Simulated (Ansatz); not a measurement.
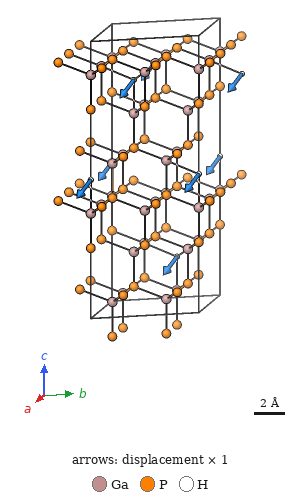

This is a relaxation of a defect cell of composition Ga8P8H. The starting structure is drawn; blue arrows show the displacements, at their true length.

A ball-and-stick model of the larger cell on standard axes (3 times the calculation's cell) (origin shifted), seen slightly off an axis.

Case: H interstitial, charge +0, atoms relaxed.

Theory: DFT PBE, scalar-relativistic, plane waves, PAW in Ansatz.

Input file:
```yaml
crystal:
  lattice:
    - [0.0, 5.5051169748, -5.5051169748]
    - [5.5051169748, 5.5051169748, 0.0]
    - [5.5051169748, 0.0, -5.5051169748]
  atoms:
    - { symbol: Ga, position: [0.5, 0.5, 0.0] }
    - { symbol: Ga, position: [0.5, 0.0, 0.0] }
    - { symbol: Ga, position: [1.0, 0.5, 0.0] }
    - { symbol: Ga, position: [1.0, 0.0, 0.0] }
    - { symbol: Ga, position: [0.5, 0.5, 0.5] }
    - { symbol: Ga, position: [0.5, 0.0, 0.5] }
    - { symbol: Ga, position: [1.0, 0.5, 0.5] }
    - { symbol: Ga, position: [1.0, 0.0, 0.5] }
    - { symbol: P, position: [0.375, 0.375, 0.375] }
    - { symbol: P, position: [0.375, 0.875, 0.375] }
    - { symbol: P, position: [0.875, 0.375, 0.375] }
    - { symbol: P, position: [0.875, 0.875, 0.375] }
    - { symbol: P, position: [0.375, 0.375, 0.875] }
    - { symbol: P, position: [0.375, 0.875, 0.875] }
    - { symbol: P, position: [0.875, 0.375, 0.875] }
    - { symbol: P, position: [0.875, 0.875, 0.875] }
    - { symbol: H, position: [0.6368144425, 0.1218874721, 0.6213901368], spin: 1.0 }
basis:
  ecutwfc: 420
  xc_grid: 2
kpoints:
  mp_grid: { grid: [2, 2, 2], shift: [0.0, 0.0, 0.0] }
hamiltonian:
  xc: pbe
scf:
  occupations: { method: gaussian, width: 0.02 }
output:
  forces: true
  stress: false
  eigenvalues: true
  populations: true
  write_density: true
  write_potential: true
  elf: true
  volumetric_format: npy
magnetization:
  spin_polarized: true
relax:
  adjacent_minimum: "off"
  f_tol: 0.02
  max_steps: 60
```

Launched with:
```bash
ansatz run input.yaml --threads 4 --pin off --max-ram 10240MiB --backend cpu --events-out ev --progress --plain --runs-dir out
```

### Which element moves most?

Hydrogen: up to 1.86 Å, against 0.27 Å for gallium.

### What did the optimiser do to the structure, and how much energy did it gain?

After 29 accepted moves (30 points after the start) the energy has fallen by 0.452 eV per cell of the calculation. Largest force component: 0.15 eV/Å at the start, 0.0014 eV/Å at the end. The line search rejected the trial step at point 9 of the run. The forces were under the threshold at step 2, but the run went on from there. The largest move is that of H17, 1.86 Å along [2 −2 −1]. Largest moves by element: H 1.86 Å, Ga 0.27 Å, P 0.23 Å. The cell doesn't change. Among the contacts that change: P16–H17 2.708 → 1.810 Å, P11–H17 2.705 → 1.816 Å, Ga5–H17 2.405 → 2.856 Å, Ga2–H17 2.408 → 2.853 Å. Among the angles between lasting bonds that change: P11–Ga8–P16 109.5° → 92.7°, P11–Ga3–P16 109.5° → 120.1°, P13–Ga3–P15 109.5° → 101.7°. The program noted that the starting moments weren't kept. The run may lie on a higher electronic state than the lowest, so the end point isn't shown to be the ground-state structure. Cost: 8.5 min on 4 threads of Arm Neoverse V1 (shared host), peak memory 1.8 GiB.

Limits of the set-up: the k-point mesh is coarse for a cell with partly filled bands; the periodic images lie only 7.8 Å apart, so the values are limited by the cell's size.
